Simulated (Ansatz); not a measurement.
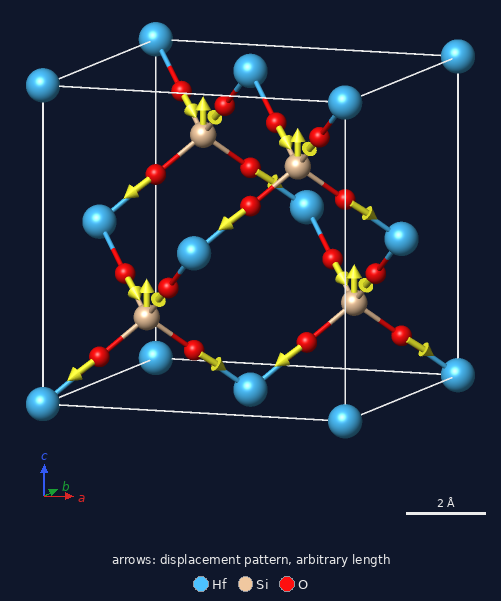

One vibrational mode of a crystal of HfSiO4 (a generated structure) at the zone centre. Displacements are drawn as yellow arrows; their common scale and sign are arbitrary. A ball-and-stick model of the conventional cell (4 times the calculation's cell), seen slightly off an axis. Lengths and directions refer to the drawn axes.

All numbers below come from DFT PBE, scalar-relativistic, plane waves, PAW (Ansatz). (plane-wave cutoff 420 eV; k-point mesh 6 × 6 × 6; occupations fixed; no spin polarisation)

Frequencies are those without the non-analytic (LO–TO) term.

### Give the symmetry, activity and frequency of this mode.

This is the T₂ mode (triply degenerate; one member of the set is drawn) at 916 cm⁻¹, optical level 5 of 6, counted from below, infrared- and Raman-active by symmetry. Of the bonds it mainly stretches O–Si, some lengthening while others shorten; the kinetic energy is shared as O 76 %, Si 23 %, Hf 1 %. Its infrared intensity is 130 (D/Å)²/amu for the set.
